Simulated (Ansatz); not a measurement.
Geometry optimisation.

Program: Ansatz.

```
crystal:
  lattice:
    - [3.6737324848, 0.0, 0.0]
    - [-1.8368662424, 3.1815456585, 0.0]
    - [0.0, 0.0, 11.8202586315]
  atoms:
    - { symbol: Pr, position: [0.0, 0.0, 0.0], spin: 2.0 }
    - { symbol: Pr, position: [0.0, 0.0, 0.5], spin: 2.0 }
    - { symbol: Pr, position: [0.3333333333, 0.6666666667, 0.25], spin: 2.0 }
    - { symbol: Pr, position: [0.6666666667, 0.3333333333, 0.75], spin: 2.0 }
basis:
  ecutwfc: 420
  ecutrho_ratio: 4
kpoints:
  mp_grid: { grid: [14, 14, 4] }
hamiltonian:
  xc: pbe
scf:
  occupations: { method: gaussian, width: 0.05 }
output:
  forces: true
  stress: true
  eigenvalues: true
  populations: true
magnetization:
  spin_polarized: true
relax:
  f_tol: 0.01
  max_steps: 60
  cell: { stress_tol: 0.04 }
```

Q: How does the optimisation go?

A: The optimisation met its thresholds at geometry 4, counting the start as the first. The energy fell by about 12 meV/atom from the first step to the last. All forces vanish by symmetry, so only the cell moves. The volume shrinks from 34.5 to 31.9 Å³ per atom (−8 %), as the pressure goes from −1.2 GPa to about 0 GPa.

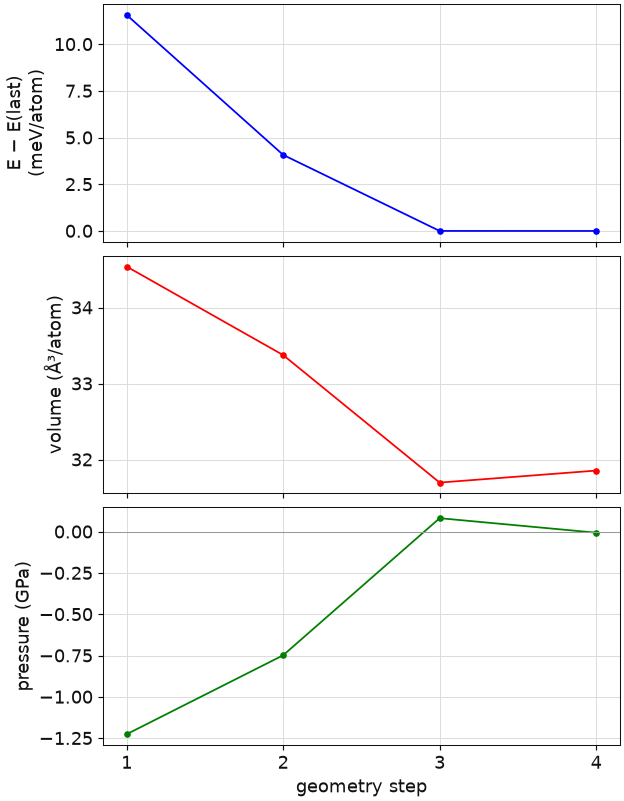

History of the run, step by step. Atoms and cell relax. A closing SCF on a freshly chosen basis isn't drawn.

The electronic state followed here needn't be the lowest one.
